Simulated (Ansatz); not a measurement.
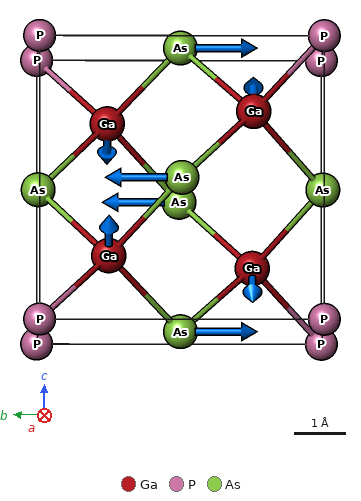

Normal modes of solid Ga$_{4}$As$_{3}$P (a generated structure), space group P-43m (No. 215), at the zone centre. The optical levels lie at 78 (×3), 84 (×3), 222 (×3), 225, 229 (×2), 240 (×3), 251 (×3), 323 (×3) cm⁻¹. One mode is drawn. The blue arrows are the displacements of the atoms (eigenvector over the root of the mass), of arbitrary overall length and sign. Style: ball-and-stick. Shown: the cell of the calculation, from a free direction.

The calculation used DFT PBE, scalar-relativistic, plane waves, PAW in Ansatz 0.2.0. Settings: plane-wave cutoff 420 eV; k-point mesh 6 × 6 × 6; occupations fixed; no spin polarisation.

Frequencies are those without the non-analytic (LO–TO) term.

To which level does it belong?

Answer. The level at 240 cm⁻¹. This is the T₁ mode (triply degenerate; one member of the set is drawn), optical level 6 of 8, counted from below, silent by symmetry (neither infrared- nor Raman-active). The P atoms stay at rest; atoms of one kind move against one another, with no net shift of any sublattice; of the bonds it mainly stretches As–Ga, some lengthening while others shorten; the kinetic energy is shared as As 58 %, Ga 42 %.
